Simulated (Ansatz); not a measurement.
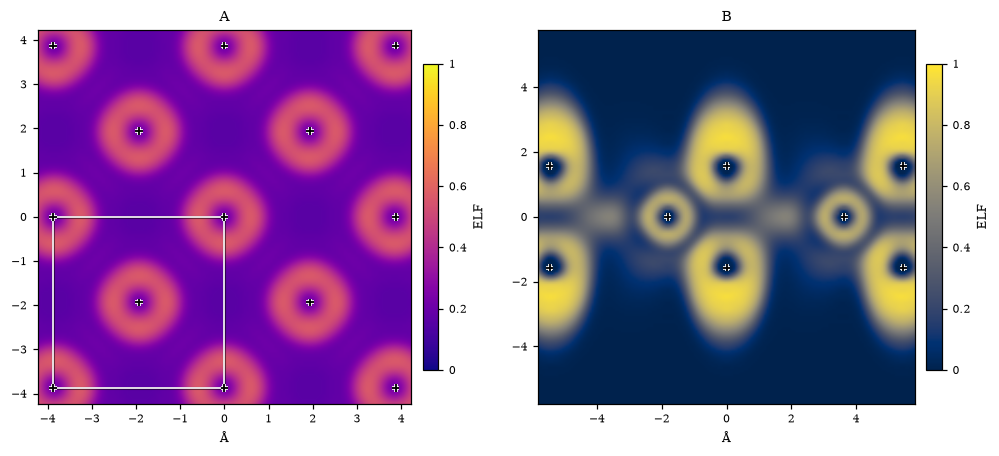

The electron localisation function of 2 systems, each on a plane through atoms (crosses mark nuclei in the plane).

These are results of Ansatz, DFT PBEsol, scalar-relativistic, plane waves, PAW, not measurements.

System 1: Pd, the (010) plane of the conventional cell. Space group Fm-3m; a generated structure, not necessarily the stable one.

System 2: WS₂, the (110) plane of the calculation cell, a cut from vacuum to vacuum. 

Q: Match each panel to its system.

A: Panel A is system 1, Pd: the plane holds Pd. Pd–Pd (2.74 Å): the ELF is about 0.20 at the midpoint (no localised pair shows between them). Panel B is system 2, WS₂: the plane holds S and W. W–S (2.40 Å): the ELF peaks at about 0.85 in the valence shell of S, 0.8 Å from its nucleus, and is about 0.50 at the midpoint.
